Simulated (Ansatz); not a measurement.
## Single-point calculation, with input and output: Al15ZnO24 (part 2 of 2)

Continued. System: Al15ZnO24 (defect cell, 40 atoms in the cell). Method: DFT PBE, scalar-relativistic, plane waves, PAW, spin-polarised (Ansatz 0.2.0); cutoff 420 eV, 3×3×3 k-mesh, Gaussian smearing of 0.05 eV, collinear spins. The structure derives from a Materials Project entry.

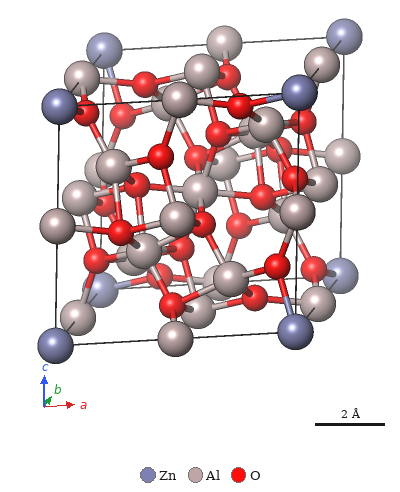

The input geometry (ball-and-stick view of the cell of the calculation, seen slightly off an axis). An atom can appear more than once, as a periodic image.

Output, continued
```
--- Forces (eV/Å), atoms counted from 1 ---
  atom   1  Zn    -0.00314490     0.00252530     0.00176638
  atom   2  Al     0.00037071    -0.00028109     0.00122838
  atom   3  Al    -0.00548118    -0.00343827    -0.00124337
  atom   4  Al     0.00184954     0.00010077    -0.00594995
  atom   5  Al     0.00004972    -0.00500684     0.00296371
  atom   6  Al     0.00379091    -0.00111277     0.00175553
  atom   7  Al    -0.00096860     0.00714906    -0.00296111
  atom   8  Al    -0.01091228     0.00269846     0.00444332
  atom   9  Al     0.00095235     0.00222233    -0.01373980
  atom  10  Al     0.00359279     0.01359059     0.00087759
  atom  11  Al     0.01488414    -0.01362635     0.00042979
  atom  12  Al    -0.01114254    -0.01219626    -0.00944924
  atom  13  Al     0.00205508    -0.00068256     0.00783543
  atom  14  Al     0.00586267    -0.01783559    -0.01456758
  atom  15  Al    -0.01296515     0.01190284    -0.00292573
  atom  16  Al     0.00696621     0.00889439     0.00527919
  atom  17  O     -0.00530783     0.00157921    -0.00188709
  atom  18  O      0.00094227     0.00156375    -0.00102322
  atom  19  O      0.01067780    -0.00348909     0.00158409
  atom  20  O     -0.00303218    -0.00283396    -0.00493111
  atom  21  O     -0.00036965    -0.00666901     0.00073870
  atom  22  O     -0.00362342    -0.00676260     0.00118159
  atom  23  O     -0.00649390    -0.00201591    -0.00004664
  atom  24  O      0.00884151     0.00615961     0.00348549
  atom  25  O     -0.00298622     0.00310947     0.00521389
  atom  26  O      0.00050473    -0.00385574    -0.00013732
  atom  27  O     -0.00930192     0.00136946     0.00158918
  atom  28  O      0.00549305     0.00724976     0.00066364
  atom  29  O      0.00122755    -0.00192646    -0.00328760
  atom  30  O     -0.00352100     0.00318880     0.00296551
  atom  31  O      0.00262302    -0.00053950     0.00216565
  atom  32  O      0.00836195     0.00306092    -0.00033376
  atom  33  O      0.00338006     0.00203365    -0.00249826
  atom  34  O     -0.00107430     0.00465253     0.00235624
  atom  35  O      0.00020155     0.00401765     0.00073252
  atom  36  O     -0.00589321    -0.00674178     0.00323950
  atom  37  O      0.00434350    -0.00103247     0.00649633
  atom  38  O      0.00137948    -0.00131978    -0.00014064
  atom  39  O     -0.00490611     0.00458783     0.00089216
  atom  40  O      0.00278607    -0.00027483     0.00522565
  max |Σ_I F_I| component: 1.55e-5 eV/Å
--- Band table (eV; the first three rows and the last of 28) ---
  k-point 0 ↑: bands = ["-12.1094", "-10.9012", "-10.9010", "-10.8677", "-10.8663", "-10.8533", "-10.7518", "-9.9767", "-9.8895", "-9.8885", "-9.8099", "-9.8090", "-9.7853", "-9.6376", "-9.5031", "-9.5010", "-9.5002", "-9.4322", "-9.4316", "-9.3897", "-9.3896", "-9.2162", "-9.2153", "-9.1835", "0.4238", "0.7352", "0.7356", "0.9724", "1.3630", "1.3651", "1.5627", "1.7663", "1.9768", "1.9778", "2.0194", "2.0202", "2.0951", "2.0957", "2.1023", "2.1581", "2.4444", "2.4449", "2.5370", "2.5377", "2.5666", "2.6063", "2.9377", "2.9387", "3.0377", "3.2584", "3.2664", "3.2669", "3.3632", "3.3634", "3.8114", "3.9271", "3.9274", "3.9410", "4.1884", "4.2154", "4.2162", "4.3844", "4.7725", "4.7733", "4.8521", "4.8982", "4.9079", "4.9081", "5.2555", "5.2561", "5.2644", "5.3973", "5.3978", "5.4176", "5.4434", "5.5080", "5.5084", "5.7684", "5.7686", "5.9216", "6.0447", "6.0452", "6.0477", "6.0483", "6.1746", "6.1747", "6.1968", "6.3842", "6.4093", "6.4099", "6.5492", "6.5496", "6.5998", "6.6002", "6.6066", "6.8063", "7.0431", "7.0489", "7.0491", "7.2026", "7.2042", "13.1251", "15.9658", "16.1765", "16.5819", "16.5840", "16.5852", "16.6880", "16.6894", "17.0998", "17.3425", "17.3432", "17.3508", "17.3512", "17.4949", "17.6849", "17.9407", "17.9431", "18.1188", "18.4055", "18.4076", "18.5117", "18.5215", "18.5411", "18.5433", "18.8237", "18.8247", "19.0134", "19.2522", "19.4925", "19.4940", "19.5050", "19.5633", "19.6943", "19.6955", "19.8414", "20.0062", "20.0069", "20.1226", "20.1234", "20.2667"]
  k-point 1 ↑: bands = ["-11.9468", "-11.4921", "-10.9602", "-10.9157", "-10.7107", "-10.6542", "-10.2505", "-10.1822", "-10.0783", "-9.8995", "-9.8257", "-9.7969", "-9.7741", "-9.6958", "-9.6305", "-9.5851", "-9.4448", "-9.3842", "-9.3512", "-9.3253", "-9.2870", "-9.2119", "-9.1972", "-9.1929", "0.5774", "0.7546", "0.8723", "1.1297", "1.3310", "1.3723", "1.4277", "1.5953", "1.7295", "1.7664", "1.8734", "1.8994", "1.9693", "2.1606", "2.2090", "2.2264", "2.2788", "2.3295", "2.4540", "2.5057", "2.5956", "2.7268", "2.8190", "2.9621", "3.1236", "3.1876", "3.2562", "3.3465", "3.4260", "3.6613", "3.7889", "3.9536", "4.0318", "4.1448", "4.2377", "4.2825", "4.4322", "4.6399", "4.6601", "4.7504", "4.8426", "4.8852", "4.9914", "5.0536", "5.1302", "5.1442", "5.3014", "5.3810", "5.4448", "5.4937", "5.5466", "5.5813", "5.6302", "5.6627", "5.7678", "5.8248", "5.8805", "5.9158", "6.0153", "6.1059", "6.1255", "6.1758", "6.1981", "6.3177", "6.3366", "6.4094", "6.4829", "6.5687", "6.6111", "6.6453", "6.6808", "6.7477", "6.8461", "6.9318", "7.0189", "7.1883", "7.2335", "13.8549", "15.3044", "16.3265", "16.4842", "16.5122", "16.6869", "16.8852", "16.8925", "17.0561", "17.1061", "17.1677", "17.3837", "17.4355", "17.5099", "17.5575", "17.7040", "17.9009", "18.0477", "18.2396", "18.2678", "18.3630", "18.3908", "18.5827", "18.6788", "18.7596", "18.7729", "18.9004", "19.1660", "19.3139", "19.4684", "19.5171", "19.7990", "19.8856", "19.9114", "20.0354", "20.2008", "20.2705", "20.3072", "20.4668", "20.4952"]
  k-point 2 ↑: bands = ["-11.9468", "-11.4921", "-10.9597", "-10.9162", "-10.7108", "-10.6546", "-10.2501", "-10.1815", "-10.0789", "-9.9001", "-9.8248", "-9.7968", "-9.7743", "-9.6962", "-9.6305", "-9.5854", "-9.4448", "-9.3841", "-9.3508", "-9.3257", "-9.2871", "-9.2112", "-9.1977", "-9.1929", "0.5772", "0.7546", "0.8725", "1.1299", "1.3310", "1.3728", "1.4272", "1.5955", "1.7285", "1.7656", "1.8737", "1.8998", "1.9694", "2.1608", "2.2090", "2.2264", "2.2791", "2.3295", "2.4541", "2.5057", "2.5951", "2.7266", "2.8193", "2.9619", "3.1237", "3.1879", "3.2563", "3.3464", "3.4260", "3.6612", "3.7890", "3.9538", "4.0321", "4.1444", "4.2379", "4.2827", "4.4319", "4.6400", "4.6602", "4.7508", "4.8419", "4.8853", "4.9913", "5.0534", "5.1302", "5.1436", "5.3019", "5.3808", "5.4448", "5.4934", "5.5463", "5.5820", "5.6298", "5.6628", "5.7671", "5.8249", "5.8808", "5.9161", "6.0155", "6.1062", "6.1249", "6.1762", "6.1984", "6.3172", "6.3366", "6.4097", "6.4826", "6.5691", "6.6111", "6.6450", "6.6810", "6.7475", "6.8463", "6.9321", "7.0189", "7.1874", "7.2344", "13.8548", "15.3042", "16.3269", "16.4830", "16.5132", "16.6869", "16.8860", "16.8920", "17.0557", "17.1064", "17.1671", "17.3842", "17.4360", "17.5098", "17.5578", "17.7039", "17.9005", "18.0475", "18.2397", "18.2676", "18.3631", "18.3914", "18.5822", "18.6800", "18.7603", "18.7719", "18.8996", "19.1655", "19.3140", "19.4667", "19.5169", "19.7997", "19.8856", "19.9119", "20.0345", "20.1995", "20.2703", "20.3077", "20.4681", "20.4955"]
  k-point 13 ↓: bands = ["-11.5815", "-11.5144", "-11.1736", "-11.1451", "-10.6037", "-10.5027", "-10.3571", "-10.2335", "-9.9802", "-9.9091", "-9.6869", "-9.6674", "-9.5905", "-9.5761", "-9.5353", "-9.4847", "-9.3719", "-9.3269", "-9.2978", "-9.2374", "-9.2175", "-9.1890", "-9.1679", "-9.1575", "0.7411", "0.8653", "0.9162", "1.0429", "1.0961", "1.1785", "1.2622", "1.7063", "1.7214", "1.8324", "1.8844", "2.0076", "2.0575", "2.1220", "2.2926", "2.3080", "2.4729", "2.5161", "2.5565", "2.5740", "2.7148", "2.7376", "2.9758", "3.0929", "3.1517", "3.3200", "3.3911", "3.5428", "3.5844", "3.7263", "3.9252", "4.0308", "4.1749", "4.2703", "4.3320", "4.4269", "4.4501", "4.6590", "4.6746", "4.7433", "4.7901", "4.8788", "4.9587", "5.0371", "5.1109", "5.1430", "5.2819", "5.4121", "5.4721", "5.4936", "5.5149", "5.5431", "5.6985", "5.7624", "5.8140", "5.8866", "5.9034", "5.9595", "6.0703", "6.0765", "6.1328", "6.1711", "6.2310", "6.2463", "6.3427", "6.4453", "6.5117", "6.7053", "6.7315", "6.7878", "6.8133", "6.8938", "6.9227", "6.9408", "7.0194", "7.4339", "7.4665", "14.9807", "15.5060", "15.8350", "15.9982", "16.1545", "16.5840", "16.5979", "16.8248", "16.8611", "16.9563", "17.1749", "17.2070", "17.2789", "17.4824", "17.7582", "17.9310", "18.1188", "18.2593", "18.3268", "18.4065", "18.4615", "18.6505", "18.7628", "19.0338", "19.0497", "19.0582", "19.1967", "19.2672", "19.3467", "19.3676", "19.4951", "19.6014", "19.6929", "19.8588", "20.0154", "20.1635", "20.2522", "20.3135", "20.3467", "20.6102"]
--- Löwdin populations: 40 sites ---
  site symbol       q [e]    m [muB]
     0     Zn     10.3229     0.1245
     1     Al      1.7182    -0.0013
     2     Al      1.7183    -0.0012
     3     Al      1.7183    -0.0012
     4     Al      1.7071    -0.0005
     5     Al      1.7121    -0.0033
     6     Al      1.7122    -0.0033
     7     Al      1.7121    -0.0033
     8     Al      1.7017    -0.0002
     9     Al      1.7203    -0.0038
    10     Al      1.7202    -0.0038
    11     Al      1.7202    -0.0038
    12     Al      1.7018    -0.0002
    13     Al      1.7205    -0.0038
    14     Al      1.7203    -0.0038
    15     Al      1.7203    -0.0038
    16      O      6.7972     0.0066
    17      O      6.8323     0.1129
    18      O      6.7921     0.0170
    19      O      6.7946     0.0152
    20      O      6.7973     0.0065
    21      O      6.7946     0.0152
    22      O      6.8317     0.1144
    23      O      6.7921     0.0171
    24      O      6.7972     0.0066
    25      O      6.7921     0.0169
    26      O      6.7946     0.0153
    27      O      6.8315     0.1149
    28      O      6.7973     0.0065
    29      O      6.7921     0.0168
    30      O      6.7945     0.0153
    31      O      6.8314     0.1149
    32      O      6.7973     0.0065
    33      O      6.7946     0.0151
    34      O      6.8317     0.1143
    35      O      6.7920     0.0172
    36      O      6.7972     0.0066
    37      O      6.8324     0.1129
    38      O      6.7920     0.0170
    39      O      6.7945     0.0152
  spilling = 0.008255 (of n_electrons = 201.000000)
--- Bader charges: 40 sites ---
  site symbol  charge [e]  shift [e]    m [muB]
     0     Zn      1.4055     0.0144     0.1453
     1     Al      2.5504     0.0018    -0.0002
     2     Al      2.5504     0.0018    -0.0002
     3     Al      2.5504     0.0018    -0.0002
     4     Al      2.5619     0.0017    -0.0001
     5     Al      2.5625     0.0018     0.0001
     6     Al      2.5625     0.0018     0.0001
     7     Al      2.5625     0.0018     0.0001
     8     Al      2.5366     0.0022     0.0006
     9     Al      2.5379     0.0021    -0.0005
    10     Al      2.5379     0.0021    -0.0005
    11     Al      2.5379     0.0021    -0.0005
    12     Al      2.5366     0.0022     0.0006
    13     Al      2.5379     0.0021    -0.0005
    14     Al      2.5379     0.0021    -0.0005
    15     Al      2.5379     0.0021    -0.0005
    16      O     -1.6936     0.0013     0.0062
    17      O     -1.5376     0.0013     0.1050
    18      O     -1.6848     0.0013     0.0166
    19      O     -1.6861     0.0013     0.0140
    20      O     -1.6936     0.0013     0.0062
    21      O     -1.6861     0.0013     0.0140
    22      O     -1.5365     0.0013     0.1064
    23      O     -1.6846     0.0013     0.0167
    24      O     -1.6935     0.0013     0.0062
    25      O     -1.6848     0.0013     0.0165
    26      O     -1.6861     0.0013     0.0140
    27      O     -1.5360     0.0014     0.1069
    28      O     -1.6936     0.0013     0.0062
    29      O     -1.6848     0.0013     0.0165
    30      O     -1.6860     0.0013     0.0141
    31      O     -1.5362     0.0013     0.1069
    32      O     -1.6937     0.0013     0.0061
    33      O     -1.6863     0.0013     0.0139
    34      O     -1.5366     0.0013     0.1063
    35      O     -1.6845     0.0013     0.0168
    36      O     -1.6935     0.0013     0.0062
    37      O     -1.5377     0.0013     0.1050
    38      O     -1.6847     0.0013     0.0166
    39      O     -1.6860     0.0013     0.0140
  estimated error of the sums over rays = 4.6e-4 e
```

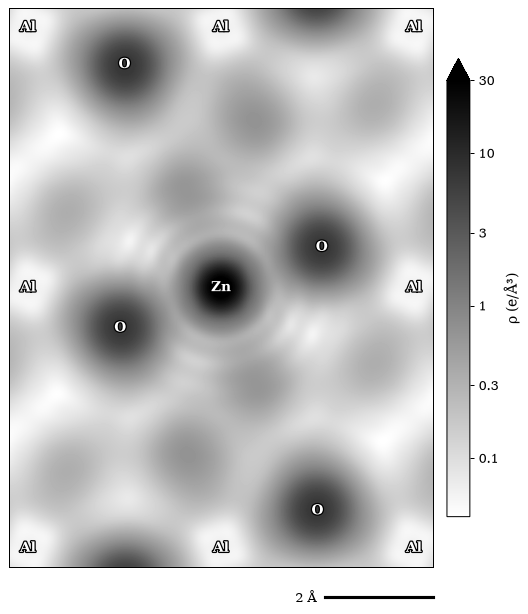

Valence pseudo-density on the (101) plane of the calculation cell. The section cuts through Zn, Al and O sites. Zn–O (2.01 Å): the density is about 0.51 e/Å³ at the midpoint. Al–O (1.86 Å): ρ is about 0.63 e/Å³ halfway. Al–O (1.91 Å): ρ at the midpoint is about 0.58 e/Å³. Away from the nuclei the density in this plane falls to 0.04 e/Å³ at its lowest. The fields are those of the smooth PAW valence density.

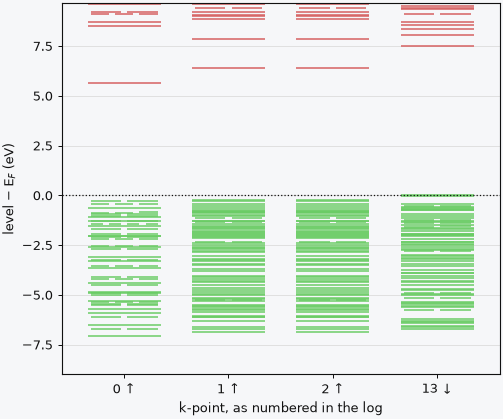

Kohn–Sham levels near the Fermi level (dotted) at the few k-points that the log prints; levels within 0.02 eV of each other stand side by side. The system is metallic on the full mesh.

Key numbers

| quantity | value |
| --- | --- |
| outcome | converged |
| electrons treated | 201 |
| free energy | −25050.7223 eV |
| Fermi energy | 7.463 eV |
| gap on the k-point mesh | none (metallic) |
| net moment of the cell | 1.00 μB |
| integrated absolute moment | 1.09 μB |
| largest force (length of the vector) | 0.024 eV/Å |
| hardware | 4 threads of Arm Neoverse V2, 24 GiB of memory available, shared host |
| wall time | 3 min (CPU time 12 min) |
| peak memory | 1.9 GiB |
